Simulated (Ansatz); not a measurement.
Li₆F₇: single-point calculation (part 2 of 2)

Li₆F₇ (slab, 26 atoms in the cell); DFT PBE+D3(BJ), scalar-relativistic, plane waves, PAW, no spin polarisation (Ansatz 0.2.0); cutoff 420 eV, 3×3×1 k-mesh, Gaussian smearing of 0.05 eV. The structure derives from an entry of the Crystallography Open Database. It belongs to a series of runs on one base structure; here: the whole at its places in the relaxed adsorbed structure.

Output, continued
```
--- Forces (eV/Å), atoms counted from 1 ---
  atom   1  F     -0.00683117     0.00394710     0.32106133
  atom   2  F      0.00684902    -0.00415484     0.33923472
  atom   3  F      0.00696419    -0.00385321     0.33998981
  atom   4  F     -0.00671446     0.00379701     0.32048085
  atom   5  Li    -0.03533963     0.02076437    -0.65895394
  atom   6  Li     0.03673837    -0.01972209    -0.69834562
  atom   7  Li     0.03561890    -0.02221143    -0.69462490
  atom   8  Li    -0.03789792     0.02020517    -0.65860489
  atom   9  F     -0.11905695     0.06369807     0.27680128
  atom  10  F      0.10048014    -0.08773189     0.41517296
  atom  11  F      0.12252291    -0.05285002     0.41506515
  atom  12  F     -0.10188748     0.05308046     0.25115292
  atom  13  Li    -0.00595832     0.00721211     0.02591523
  atom  14  Li     0.01241002     0.00199875    -0.00032977
  atom  15  Li     0.00287196    -0.01243651     0.00664926
  atom  16  Li    -0.01555743     0.01694547     0.01509375
  atom  17  F      0.00124129    -0.00443427     0.03488460
  atom  18  F      0.01976128    -0.00151387     0.02076525
  atom  19  F      0.01375664    -0.01857257    -0.00232313
  atom  20  F      0.00124449     0.00409030     0.03240706
  atom  21  Li    -0.01101532     0.01012999    -0.02304194
  atom  22  Li    -0.01125313     0.00398524    -0.02068693
  atom  23  Li    -0.01350363     0.01230467    -0.03110186
  atom  24  Li    -0.00201163     0.00587526    -0.01903834
  atom  25  F     -0.00184721     0.00875776    -0.00268160
  atom  26  F      0.00840636    -0.00930527    -0.00496320
  max |Σ_I F_I| component: 2.20e-5 eV/Å
--- Band table (eV; the first three rows and the last of 5) ---
  k-point 0: bands = ["-48.1466", "-48.1079", "-48.1062", "-48.0926", "-48.0721", "-48.0602", "-47.7521", "-47.7287", "-47.3200", "-47.2891", "-47.2733", "-47.2646", "-27.2621", "-27.0142", "-26.9255", "-26.7021", "-26.6402", "-26.5887", "-26.5351", "-26.4607", "-25.7179", "-25.4864", "-25.3807", "-25.3803", "-25.3799", "-25.3378", "-10.0620", "-9.9975", "-9.9639", "-9.7096", "-9.6788", "-9.6075", "-9.3266", "-8.7160", "-8.5670", "-8.5064", "-8.4744", "-8.3954", "-8.2620", "-8.2186", "-8.1816", "-8.1407", "-8.0676", "-7.7570", "-7.7376", "-7.7150", "-7.6546", "-7.6477", "-7.5896", "-7.5035", "-7.4879", "-7.3181", "-7.2556", "-7.2304", "-7.0787", "-6.8700", "-6.7495", "-6.6472", "-6.6184", "-6.5190", "-6.5074", "-6.5066", "-6.4435", "-6.4433", "-6.4429", "-6.3189", "-6.0601", "-6.0600", "0.3139", "2.4445", "2.9253", "3.0382", "3.4935", "3.8349", "4.1838", "4.2132", "4.6261", "5.2311", "5.2532", "5.8376", "5.8647", "6.4967", "6.7618", "6.8966", "7.1005", "7.1646", "7.4845", "7.5547", "7.6271", "8.2012", "8.2087", "8.5370", "8.5700"]
  k-point 1: bands = ["-48.1365", "-48.1165", "-48.1064", "-48.0911", "-48.0719", "-48.0629", "-47.7484", "-47.7327", "-47.3110", "-47.2950", "-47.2724", "-47.2686", "-27.1922", "-27.0648", "-26.8523", "-26.7125", "-26.6742", "-26.6107", "-26.5338", "-26.5023", "-25.6355", "-25.4668", "-25.4505", "-25.3819", "-25.3819", "-25.3760", "-9.7259", "-9.7041", "-9.6147", "-9.4882", "-9.4167", "-9.2550", "-9.2406", "-8.8062", "-8.7676", "-8.6333", "-8.5015", "-8.4150", "-8.3301", "-8.1980", "-8.1837", "-8.1500", "-8.0721", "-8.0384", "-7.9419", "-7.9293", "-7.7945", "-7.6304", "-7.5968", "-7.4922", "-7.4904", "-7.4088", "-7.3613", "-7.2614", "-7.0331", "-6.9357", "-6.7700", "-6.7069", "-6.7051", "-6.6765", "-6.6094", "-6.5609", "-6.5259", "-6.5088", "-6.4932", "-6.4714", "-6.3497", "-6.1583", "0.9622", "2.3760", "3.1217", "3.5783", "4.2668", "4.2776", "4.5344", "4.8217", "4.9915", "5.2473", "5.4034", "5.7582", "5.9524", "6.1444", "6.2542", "6.6081", "6.7195", "6.8526", "6.9920", "7.1610", "7.3657", "7.3870", "7.6922", "7.7956", "7.9741"]
  k-point 2: bands = ["-48.1367", "-48.1152", "-48.1077", "-48.0910", "-48.0718", "-48.0629", "-47.7484", "-47.7327", "-47.3110", "-47.2950", "-47.2724", "-47.2686", "-27.1921", "-27.0646", "-26.8524", "-26.7127", "-26.6743", "-26.6110", "-26.5337", "-26.5021", "-25.6355", "-25.4668", "-25.4505", "-25.3819", "-25.3819", "-25.3760", "-9.7255", "-9.7042", "-9.6146", "-9.4877", "-9.4180", "-9.2546", "-9.2392", "-8.8087", "-8.7696", "-8.6327", "-8.5003", "-8.4146", "-8.3299", "-8.1981", "-8.1813", "-8.1497", "-8.0718", "-8.0373", "-7.9440", "-7.9263", "-7.7926", "-7.6334", "-7.5984", "-7.4927", "-7.4900", "-7.4087", "-7.3638", "-7.2610", "-7.0332", "-6.9358", "-6.7699", "-6.7069", "-6.7052", "-6.6763", "-6.6087", "-6.5608", "-6.5262", "-6.5089", "-6.4931", "-6.4713", "-6.3498", "-6.1583", "0.9621", "2.3760", "3.1215", "3.5781", "4.2674", "4.2763", "4.5347", "4.8232", "4.9919", "5.2496", "5.4051", "5.7594", "5.9526", "6.1461", "6.2548", "6.6076", "6.7169", "6.8544", "6.9926", "7.1609", "7.3674", "7.3937", "7.6919", "7.7909", "7.9757"]
  k-point 4: bands = ["-48.1374", "-48.1148", "-48.1072", "-48.0933", "-48.0721", "-48.0602", "-47.7528", "-47.7287", "-47.3124", "-47.2891", "-47.2809", "-47.2646", "-27.2135", "-27.0095", "-26.8817", "-26.7419", "-26.6445", "-26.6073", "-26.5797", "-26.4641", "-25.6356", "-25.4830", "-25.4667", "-25.3824", "-25.3814", "-25.3426", "-9.8482", "-9.6699", "-9.5948", "-9.4871", "-9.3535", "-9.2915", "-9.1917", "-8.8653", "-8.6635", "-8.6238", "-8.5690", "-8.3366", "-8.3179", "-8.2372", "-8.1876", "-8.1439", "-8.1307", "-8.0903", "-8.0212", "-7.9756", "-7.8382", "-7.6940", "-7.5531", "-7.4649", "-7.4520", "-7.4130", "-7.3990", "-7.3094", "-7.1036", "-6.8900", "-6.7064", "-6.7045", "-6.6918", "-6.6421", "-6.5691", "-6.5428", "-6.4981", "-6.4951", "-6.4930", "-6.3501", "-6.3158", "-6.1583", "0.8868", "3.0338", "3.4725", "3.5012", "4.0664", "4.2994", "4.5548", "4.5965", "4.8824", "5.0738", "5.4704", "5.5148", "5.6074", "6.0326", "6.1872", "6.5232", "6.6107", "6.8990", "6.9285", "7.1324", "7.3278", "7.5453", "7.5643", "7.7830", "7.8252"]
```

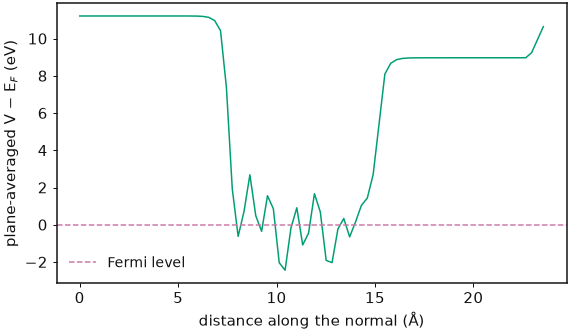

Fig. 1: Plane average of the electrostatic potential energy of an electron across the cell, from the Fermi level. The vacuum level lies 8.97 eV above the Fermi level on the upper side and 11.22 eV on the lower.

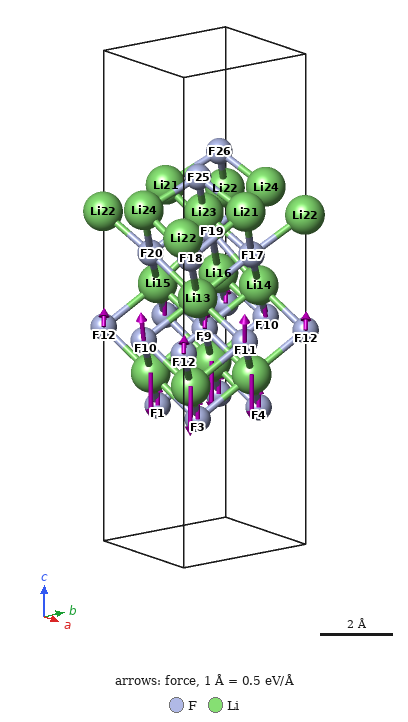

Fig. 2: Forces on the atoms as pink arrows (ball-and-stick view of the cell of the calculation, with the vacuum cut short, seen slightly off an axis; atoms are numbered from 1 in the order of the input); the smallest are left out. The largest act on Li6, Li7 (0.70 eV/Å); Li5, Li8 (0.66 eV/Å); F10, F11 (0.44 eV/Å); F2, F3 (0.34 eV/Å), among others. The geometry is not a stationary point of this energy.

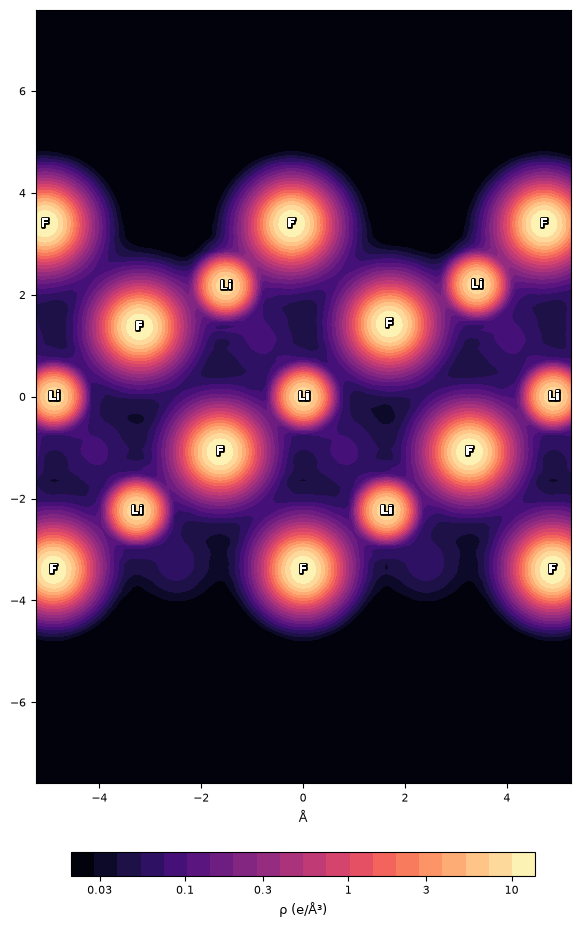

Fig. 3: Valence charge density (pseudo) on the (110) plane of the calculation cell, a cut from vacuum to vacuum. The section cuts through F and Li sites. Li–F (1.78 Å): ρ at the midpoint is about 0.51 e/Å³. Li–F (1.88 Å): the density is about 0.38 e/Å³ at the midpoint. Li–F (1.97 Å): ρ at the midpoint is about 0.3 e/Å³. Li–F (2.00 Å): ρ at the midpoint is about 0.27 e/Å³. The density dies away to nearly zero in the vacuum. The fields are those of the smooth PAW valence density.

This output came from the following input.

Input
```yaml
crystal:
  lattice:
    - [5.6574267962, 0.0, 0.0]
    - [-2.8287133981, 4.8994753256, 0.0]
    - [0.0, 0.0, 23.850187045]
  atoms:
    - { symbol: F, position: [0.1666666667, 0.3333333333, 0.3354271388] }
    - { symbol: F, position: [0.1666666667, 0.8333333333, 0.3354271388] }
    - { symbol: F, position: [0.6666666667, 0.3333333333, 0.3354271388] }
    - { symbol: F, position: [0.6666666667, 0.8333333333, 0.3354271388] }
    - { symbol: Li, position: [0.3333333333, 0.1666666667, 0.3838467762] }
    - { symbol: Li, position: [0.3333333333, 0.6666666667, 0.3838467762] }
    - { symbol: Li, position: [0.8333333333, 0.1666666667, 0.3838467762] }
    - { symbol: Li, position: [0.8333333333, 0.6666666667, 0.3838467762] }
    - { symbol: F, position: [0.5, 0.5, 0.4322664136] }
    - { symbol: F, position: [0.5, 0.0, 0.4322664136] }
    - { symbol: F, position: [0.0, 0.5, 0.4322664136] }
    - { symbol: F, position: [0.0, 0.0, 0.4322664136] }
    - { symbol: Li, position: [0.6674237637, 0.3314170299, 0.4778600354] }
    - { symbol: Li, position: [0.6649968979, 0.8344987448, 0.4793755119] }
    - { symbol: Li, position: [0.1651178788, 0.3343431944, 0.4792373991] }
    - { symbol: Li, position: [0.1665664002, 0.8318824757, 0.4776989682] }
    - { symbol: F, position: [0.8316388997, 0.6666729444, 0.5253058674] }
    - { symbol: F, position: [0.8380308163, 0.1602856661, 0.535202328] }
    - { symbol: F, position: [0.3391467678, 0.6601874949, 0.5373332954] }
    - { symbol: F, position: [0.33151545, 0.1666636794, 0.5252928375] }
    - { symbol: Li, position: [-0.0195519174, 0.5203986453, 0.5843840518] }
    - { symbol: Li, position: [0.0106658168, -0.0125555367, 0.5688748243] }
    - { symbol: Li, position: [0.5133384557, 0.484605006, 0.5698560469] }
    - { symbol: Li, position: [0.476099664, 0.0165014553, 0.5842252301] }
    - { symbol: F, position: [0.6476373625, 0.3488452567, 0.6198486404] }
    - { symbol: F, position: [0.1423356177, -0.1451935229, 0.6199402075] }
basis:
  ecutwfc: 420
kpoints:
  mp_grid: { grid: [3, 3, 1] }
hamiltonian:
  xc: pbe
  dispersion: d3bj
scf:
  occupations: { method: gaussian, width: 0.05 }
output:
  forces: true
  eigenvalues: true
  write_density: true
  volumetric_format: npy
efield:
  axis: 3
  dipole_correction: true
  ramp_width: 0.04
```

Command:
```bash
ansatz run input.yaml --threads 2 --pin off --max-ram 5120MiB --backend cpu --events-out ev --progress --plain --runs-dir out
```

Summary

| quantity | value |
| --- | --- |
| outcome | converged |
| electrons treated | 134 |
| free energy | −13804.1922 eV |
| work function, top face | 8.97 eV |
| work function, bottom face | 11.22 eV |
| Fermi energy | −6.291 eV |
| gap on the k-point mesh | none (metallic) |
| work function (upper face) | 8.97 eV |
| largest force (length of the vector) | 0.700 eV/Å |
| hardware | 2 threads of Arm Neoverse V2, 24 GiB of memory available, shared host |
| wall time | 34 s (CPU time 67 s) |
| peak memory | 1 GiB |
